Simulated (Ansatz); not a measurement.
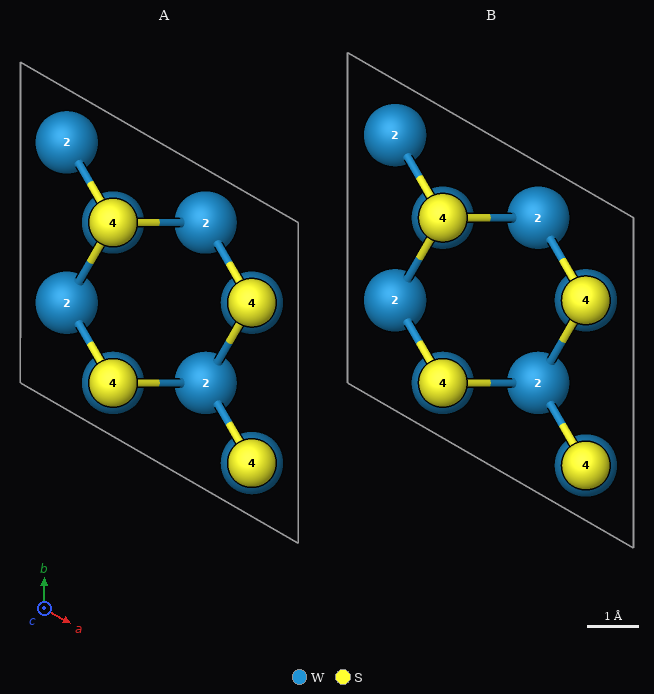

Two geometries of solid WS2: one is the relaxed structure, the other was perturbed away from it. The picture is a ball-and-stick view of the 2 × 2 repeat of the cell, outlined in the plane, without the vacuum, seen along the c axis.

The calculation used DFT PBEsol, scalar-relativistic, plane waves, PAW in Ansatz. Set-up: plane-wave cutoff 420 eV; k-point mesh 12 × 12 × 1; occupations gaussian; smearing width 0.02 eV; no spin polarisation.

Which is the distorted one, and what does the distortion cost?

Structure B is the perturbed one. Biaxial strain in the a–b plane, +3.0 %, is applied. The c axis and the atoms are relaxed. Energy change: +28.1 meV per atom. The pressure goes from 0.0 to −3.5 GPa. The principal stresses (compression positive) are 0.0 GPa along the normal (+c) and −5.3 GPa across it. In the plane the drawn cell goes a 6.292 → 6.481 Å (+3.0 %), b 6.292 → 6.481 Å (+3.0 %). The largest moves relative to the cell and the layer's centre, 0.11 Å, are those of S atoms. By element the largest moves are S 0.11 Å, W 0.07 Å. Near-neighbour distances before and after: S–W 2.399 → 2.419 Å. The space group stays P-6m2 (No. 187).

Limits of the set-up: layers or molecules are held without a dispersion correction, so their spacing is unreliable.
